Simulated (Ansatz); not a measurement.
**AlGa₁₅As₁₆ (cell with a defect): density, localisation and related maps**

Input

```
crystal:
  lattice:
    - [-5.7459815093, -5.7459815093, 5.7459815093]
    - [5.7459815093, 5.7459815093, 5.7459815093]
    - [-5.7459815093, 5.7459815093, -5.7459815093]
  atoms:
    - { symbol: Al, position: [0.25, 0.5, 0.25] }
    - { symbol: Ga, position: [0.5, 0.5, 0.0] }
    - { symbol: Ga, position: [0.25, 0.75, 0.0] }
    - { symbol: Ga, position: [0.75, 0.5, 0.75] }
    - { symbol: Ga, position: [0.5, 0.75, 0.75] }
    - { symbol: Ga, position: [0.25, 0.0, 0.75] }
    - { symbol: Ga, position: [0.0, 0.5, 0.5] }
    - { symbol: Ga, position: [0.75, 0.75, 0.5] }
    - { symbol: Ga, position: [0.5, 0.0, 0.5] }
    - { symbol: Ga, position: [0.25, 0.25, 0.5] }
    - { symbol: Ga, position: [0.0, 0.75, 0.25] }
    - { symbol: Ga, position: [0.75, 0.0, 0.25] }
    - { symbol: Ga, position: [0.5, 0.25, 0.25] }
    - { symbol: Ga, position: [0.0, 0.0, 0.0] }
    - { symbol: Ga, position: [0.75, 0.25, 0.0] }
    - { symbol: Ga, position: [0.0, 0.25, 0.75] }
    - { symbol: As, position: [0.0, 0.25, 0.0] }
    - { symbol: As, position: [0.25, 0.25, 0.75] }
    - { symbol: As, position: [0.0, 0.5, 0.75] }
    - { symbol: As, position: [0.5, 0.25, 0.5] }
    - { symbol: As, position: [0.25, 0.5, 0.5] }
    - { symbol: As, position: [0.0, 0.75, 0.5] }
    - { symbol: As, position: [0.75, 0.25, 0.25] }
    - { symbol: As, position: [0.5, 0.5, 0.25] }
    - { symbol: As, position: [0.25, 0.75, 0.25] }
    - { symbol: As, position: [0.0, 0.0, 0.25] }
    - { symbol: As, position: [0.75, 0.5, 0.0] }
    - { symbol: As, position: [0.5, 0.75, 0.0] }
    - { symbol: As, position: [0.25, 0.0, 0.0] }
    - { symbol: As, position: [0.75, 0.75, 0.75] }
    - { symbol: As, position: [0.5, 0.0, 0.75] }
    - { symbol: As, position: [0.75, 0.0, 0.5] }
basis:
  ecutwfc: 420
  xc_grid: 2
kpoints:
  mp_grid: { grid: [3, 3, 3], shift: [0.0, 0.0, 0.0] }
hamiltonian:
  xc: pbe
scf:
  occupations: { method: gaussian, width: 0.05 }
output:
  forces: true
  stress: false
  eigenvalues: true
  write_density: true
  write_potential: true
  elf: true
  volumetric_format: npy
relax:
  adjacent_minimum: "off"
  f_tol: 0.03
  max_steps: 40
```

Run with:

```sh
ansatz run input.yaml --threads 8 --pin off --max-ram 16384MiB --backend cpu --events-out ev --progress --plain --runs-dir out
```

These are results of Ansatz 0.2.0, DFT PBE, scalar-relativistic, plane waves, PAW, not measurements.

Core electrons are frozen (PAW), and the valence fields are smoothed inside the atomic spheres.

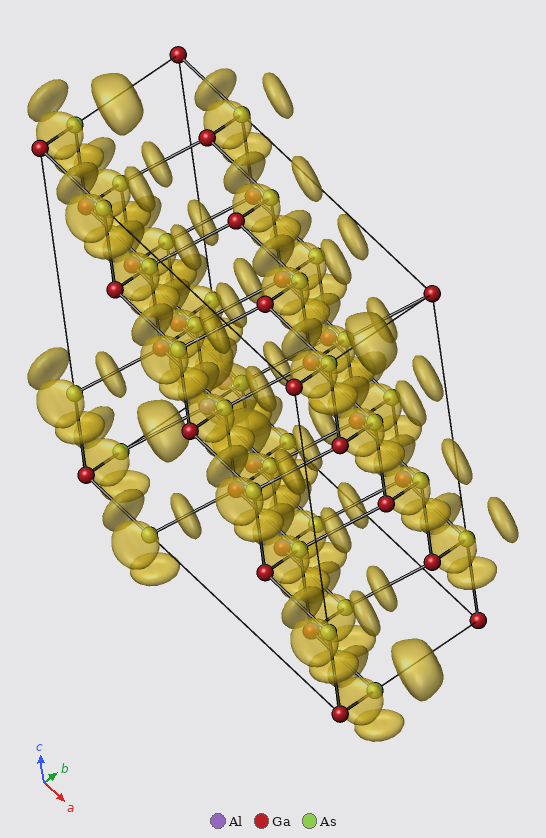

Figure 1. Isosurface of the electron localisation function at 0.7 (yellow), seen slightly off an axis. Core shells and regions of very low density are left out. Sticks mark near contacts.

Where are the electrons localised?

Answer. At this value the surface marks out four regions between bonded Al–As atoms (shared pairs) and 60 regions between bonded As–Ga atoms (shared pairs), counted in one cell of 32 atoms. Regions shared between cells count once. Profiles from the grid: Al–As (2.48 Å): the ELF peaks at about 0.95 between the atoms: a shared electron pair. Ga–As (2.49 Å): the ELF peaks at about 0.80 between the atoms (a shared electron pair).

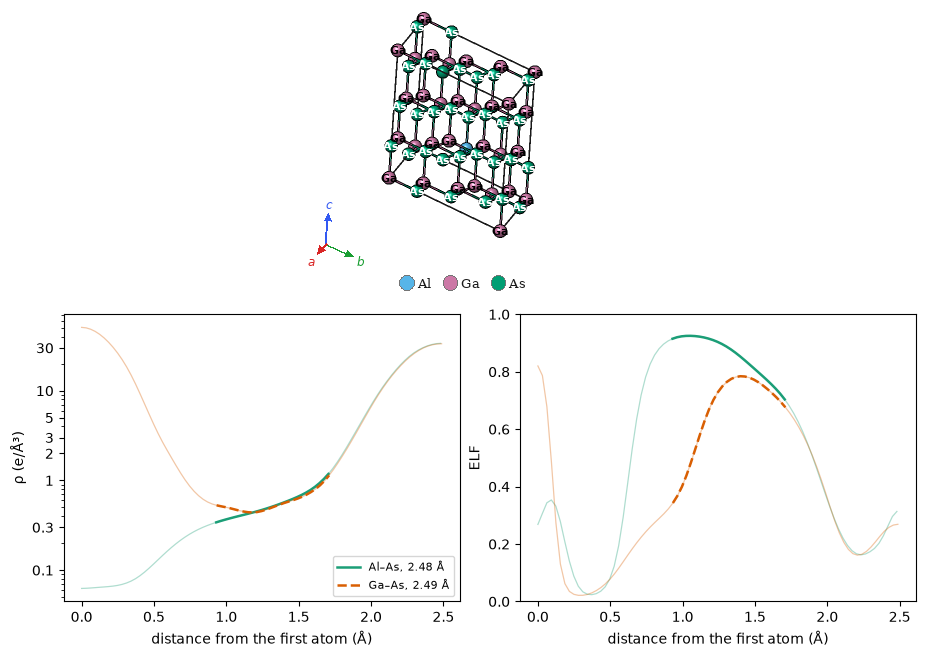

Figure 2. Valence pseudo-density and electron localisation function along straight lines between neighbouring atoms. Thin, pale parts lie inside the atomic spheres. The structure is drawn too.

Compare the contacts.

Answer. Al–As (2.48 Å): ρ is about 0.47 e/Å³ halfway; the ELF peaks at about 0.95 between the atoms; localised, covalent bonding.
Ga–As (2.49 Å): ρ at the midpoint is about 0.46 e/Å³; the ELF peaks at about 0.80 between the atoms; a shared electron pair.

Does the calculation make it a metal, or give it a gap?

Answer. It is gapped, with a Kohn–Sham gap of 0.25 eV on the k-point mesh, an upper bound to the gap of this method.
